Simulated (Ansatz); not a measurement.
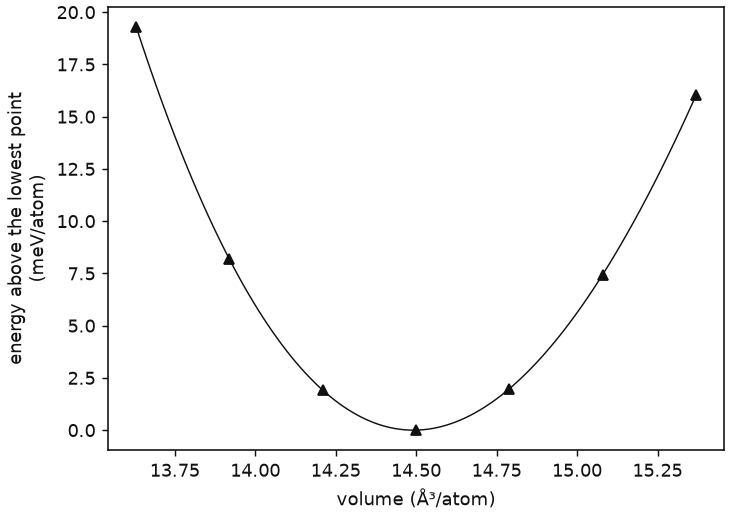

The figure shows the energy above the lowest point against volume for Sn₂O₃, space group Pn-3m (No. 224) (one of a set of cubic test structures, which need not be the stable phase).

Method: equation of state of a cubic crystal from periodic Kohn-Sham density functional theory without spin, third-order Birch-Murnaghan fit to the free energies; pressure corrected for the finite basis (Ansatz 0.2.0 development build). Level: PBE.

structure type cubic X2O3; atoms in cell 10; space group number 224; lattice centring simple cubic; k mesh 21×21×21; occupation method Fermi–Dirac; occupation width 0.06123 eV; wave cutoff 420 eV; datasets soft-1 PAW; density tolerance 1.4e−07 eV; bands 56; density cutoff ratio 4; search for lower states default.

Give the fitted equation-of-state parameters.

A third-order Birch–Murnaghan fit gives V0 = 14.49 Å³/atom, B0 = 108 GPa and B′ = 4.6.

Keep in mind: cubic model structure, not the ambient form.
